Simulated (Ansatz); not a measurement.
## Electronic structure of Ga$_{5}$N$_{6}$ (slab) in real space

```yaml
crystal:
  lattice:
    - [3.21626, 0.00000, 0.00000]
    - [0.00000, 3.21626, 0.00000]
    - [0.00000, 0.00000, 26.37119]
  atoms:
    - { symbol: N, position: [0.00000, 0.50000, 0.29065] }
    - { symbol: Ga, position: [0.50000, 0.50000, 0.32588] }
    - { symbol: N, position: [0.50000, 0.00000, 0.37177] }
    - { symbol: Ga, position: [0.00000, 0.00000, 0.41342] }
    - { symbol: N, position: [0.00000, 0.50000, 0.45704] }
    - { symbol: Ga, position: [0.50000, 0.50000, 0.50000] }
    - { symbol: N, position: [0.50000, 0.00000, 0.54296] }
    - { symbol: Ga, position: [0.00000, 0.00000, 0.58658] }
    - { symbol: N, position: [0.00000, 0.50000, 0.62823] }
    - { symbol: Ga, position: [0.50000, 0.50000, 0.67412] }
    - { symbol: N, position: [0.50000, 0.00000, 0.70935] }
```

Computed without spin polarisation.

Method: Ansatz, DFT PBE, scalar-relativistic, plane waves, PAW.

The density is the valence pseudo-density of a PAW calculation; it isn't the true density close to the nuclei.

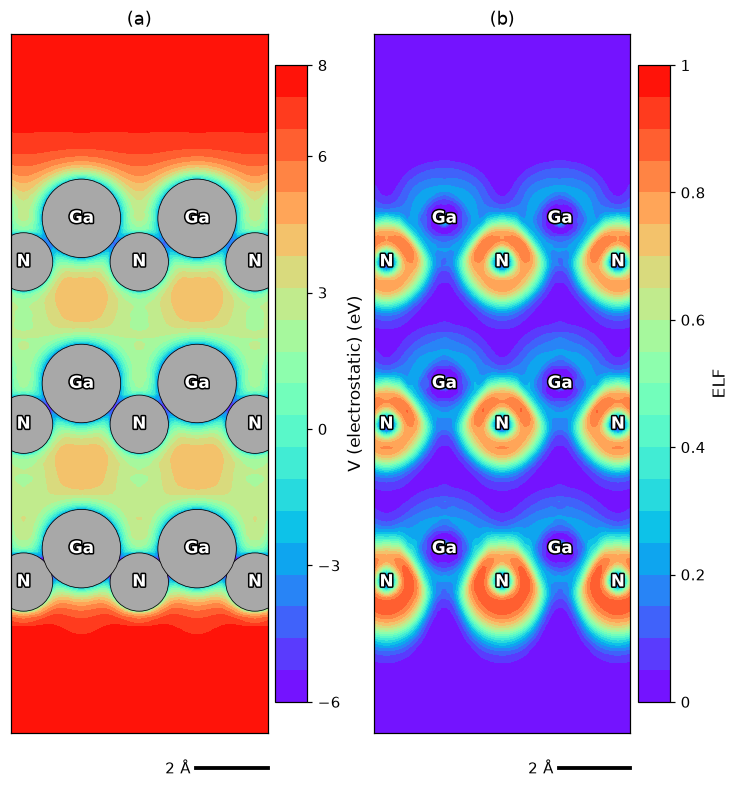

Figure 1. (a) electrostatic potential (local pseudopotential plus Hartree) felt by an electron; (b) electron localisation function on the (010) plane of the calculation cell, a cut from vacuum to vacuum. Grey discs cover the atomic cores in the potential map.

Q: Interpret the plot.

A: The section cuts through N and Ga sites. Ga–N (1.86 Å): the ELF peaks at about 0.85 in the valence shell of N, 0.6 Å from its nucleus, and is about 0.50 at the midpoint. Ga–N (1.97 Å): the ELF peaks at about 0.85 in the valence shell of N, 0.7 Å from its nucleus, and is about 0.45 at the midpoint. Ga–N (2.01 Å): the ELF peaks at about 0.85 in the valence shell of N, 0.7 Å from its nucleus, and is about 0.45 at the midpoint. The ELF also peaks beside N, away from the bonds: lone-pair regions. Outside the cores the potential energy rises away from the atoms and is highest in the vacuum; its zero is arbitrary.

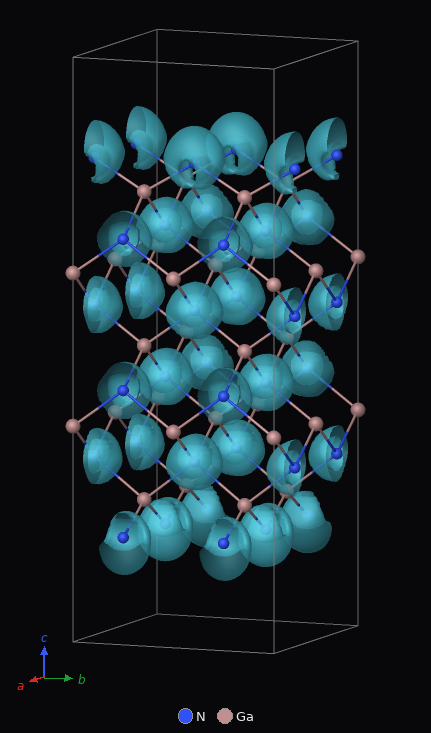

Figure 2. Isosurface of the electron localisation function at 0.75 (cyan), seen slightly off an axis. Only the valence region is drawn (cores and ρ < 0.01 e/Å³ removed). Sticks mark near contacts.

Q: Identify the bonds, lone pairs and shells in this picture.

A: The surface consists of two lobes on N, pointing away from the bonds (lone pairs) and four regions wrapped around N (the valence shell of each), counted in one cell of 11 atoms. Counts are for one cell; the picture repeats the cell along the surface.


 Ga–N (1.95 Å): the ELF peaks at about 0.85 in the valence shell of N, 0.7 Å from its nucleus, and is about 0.50 at the midpoint.

Q: Does the calculation give a band gap?

A: It is gapless in this calculation (a metal or semimetal).
